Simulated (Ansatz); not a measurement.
A Fermi-surface calculation for AlNi₃ (P6_3/mmc).

Input file:

```yaml
crystal:
  lattice:
    - [5.00911567, 0.0, 0.0]
    - [-2.50455783, 4.33802142, 0.0]
    - [0.0, 0.0, 4.04025638]
  atoms:
    - { symbol: Al, position: [0.66666667, 0.33333333, 0.25] }
    - { symbol: Al, position: [0.33333333, 0.66666667, 0.75] }
    - { symbol: Ni, position: [0.32852001, 0.16426001, 0.75], spin: -2.0 }
    - { symbol: Ni, position: [0.83574, 0.16426001, 0.75], spin: -2.0 }
    - { symbol: Ni, position: [0.83574, 0.67147999, 0.75], spin: -2.0 }
    - { symbol: Ni, position: [0.67147999, 0.83574, 0.25], spin: -2.0 }
    - { symbol: Ni, position: [0.16426001, 0.83574, 0.25], spin: -2.0 }
    - { symbol: Ni, position: [0.16426001, 0.32852001, 0.25], spin: -2.0 }
basis:
  ecutwfc: 420
kpoints:
  mp_grid: { grid: [12, 12, 10] }
hamiltonian:
  xc: pbe
scf:
  occupations: { method: gaussian, width: 0.05 }
output:
  forces: true
  eigenvalues: true
  eigenstates:
    nscf_kmesh: { grid: [24, 24, 26] }
    top_band: c6
    de_dk: true
    localisation: true
  stress: true
  populations: true
checkpoint:
  write: ck
  compress: false
  write_wavefunctions: false
  write_every: 100000
magnetization:
  spin_polarized: true
```

Command:

```sh
ansatz run input.yaml --threads 2 --pin off --max-ram 5120MiB --backend cpu --events-out ev --progress --plain --runs-dir out
```

Theory: DFT PBE, scalar-relativistic, plane waves, PAW; levels and slopes on a dense k mesh at the converged density (Ansatz). Collinear spin polarisation. The levels come from a k mesh of 24×24×26 points. The geometry was not relaxed (residual pressure 7 GPa). The cell comes from a database of computed structures, not from a measurement.

Eight bands cross the Fermi level; this is a three-dimensional metal. The density of states at the Fermi level is 9.6 states/eV per primitive cell. The intraband plasma frequencies along the cartesian axes x, y and z of the cell as given are 2.6, 2.6 and 3.7 eV.

Spin-up band 55: one hole pocket centred at Γ (1.4 % of the zone) and one hole pocket centred at A (1.2 % of the zone); mean Fermi speed 0.98 × 10⁵ m/s; weight almost wholly on Ni.
Spin-up band 56: an open hole network that joins neighbouring zones in all directions (11 % of the zone); mean Fermi speed 0.83 × 10⁵ m/s; weight almost wholly on Ni.
Spin-up band 57: an open sheet between a empty part that runs through the repeated zones in all directions and a filled one that does so in two; mean Fermi speed 1.3 × 10⁵ m/s; weight almost wholly on Ni.
Spin-up band 58: an open sheet between a empty part that runs through the repeated zones in all directions and a filled one that does so in two; mean Fermi speed 1.3 × 10⁵ m/s; weight almost wholly on Ni.
Spin-down band 57: one hole pocket centred at A (0.59 % of the zone); mean Fermi speed 4.0 × 10⁵ m/s; weight Ni (90 %) and Al (10 %).
Spin-down band 58: one hole pocket centred at Γ (2.7 % of the zone), one hole pocket centred at A (1.6 % of the zone) and an open sheet between a filled part that runs through the repeated zones in all directions and an empty one that does so in two.
Spin-down band 59: two electron pockets centred at H (each 0.89 % of the zone) and two electron pockets on the Γ–A line (each 0.17 % of the zone); mean Fermi speed 2.9 × 10⁵ m/s.
Spin-down band 60: two electron pockets centred at H (each 0.43 % of the zone); mean Fermi speed 3.5 × 10⁵ m/s; weight Ni (94 %).
A pocket cut by a face of the zone is counted once with the part on the opposite face.
Weights are shares of the states' density in the atoms' Voronoi cells.
The shape of the surface of spin-up band 56 and spin-up band 57 changes its kind within 0.03 eV of this level, so small parts may appear, vanish, join or separate.

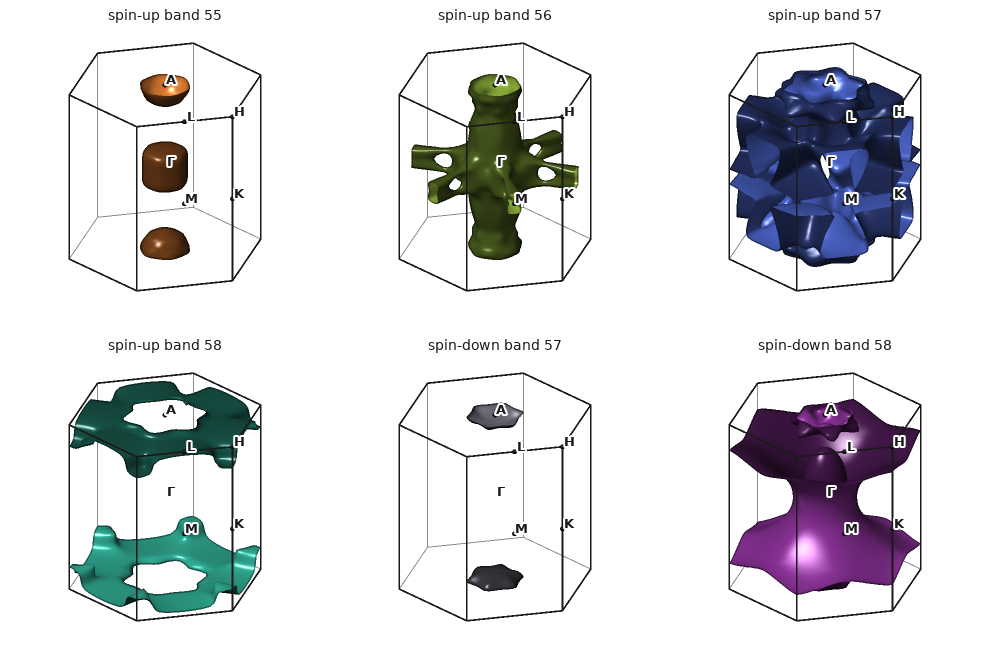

Each panel holds one band. The brighter face of a sheet looks towards empty states. Only the first six of 8 bands are drawn.

The run ends with a net moment of 1.1 μB a cell, the order reached from its starting moments, not necessarily the lowest. Necks and pockets thinner than about two mesh steps aren't resolved, so separate pockets may in truth be joined.
